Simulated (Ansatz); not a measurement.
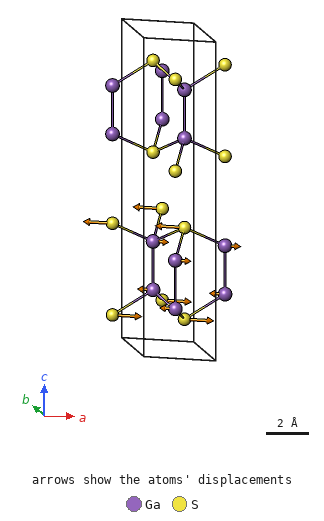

Lattice vibrations of crystalline GaS, space group P6₃/mmc (No. 194), at the zone centre. The optical levels lie at 14 (×2), 22, 68 (×2), 69 (×2), 177, 179, 286 (×4), 291 (×4), 320, 333, 358 (×2) cm⁻¹. One mode is drawn. The orange arrows are the displacements of the atoms (eigenvector over the root of the mass), of arbitrary overall length and sign. A ball-and-stick model of the cell of the calculation, seen slightly off an axis.

Level of theory: DFT PBEsol, scalar-relativistic, plane waves, PAW in Ansatz. Set-up: plane-wave cutoff 420 eV; k-point mesh 12 × 12 × 2; occupations fixed; no spin polarisation.

Frequencies are those without the non-analytic (LO–TO) term.

### To which level does it belong?

The level at 286 cm⁻¹. This is a 4-fold mode (one member of the set is drawn), optical level 7 of 11, counted from below. All motion is along a; atoms of one kind move against one another, with no net shift of any sublattice; it stretches the shortest Ga–S bonds (2.33 Å); the kinetic energy is shared as S 71 %, Ga 29 %.
